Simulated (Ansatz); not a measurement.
## Single-point calculation, with input and output: Ta27N26 (part 3 of 3)

Ta27N26 (defect cell, 53 atoms in the cell); DFT PBE, scalar-relativistic, plane waves, PAW, spin-polarised (Ansatz 0.2.0); cutoff 420 eV, 3×3×2 k-mesh, Gaussian smearing of 0.05 eV, collinear spins. The structure derives from an entry of the Crystallography Open Database.

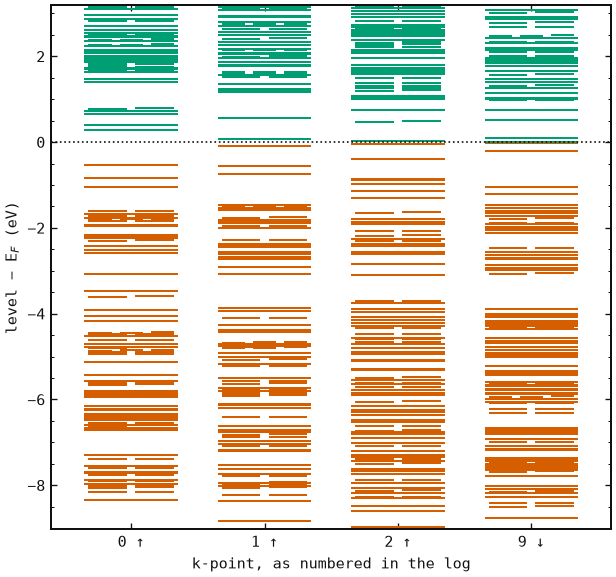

Kohn–Sham levels near the Fermi level (dotted) at the few k-points that the log prints; levels within 0.02 eV of each other stand side by side. The system is metallic on the full mesh.
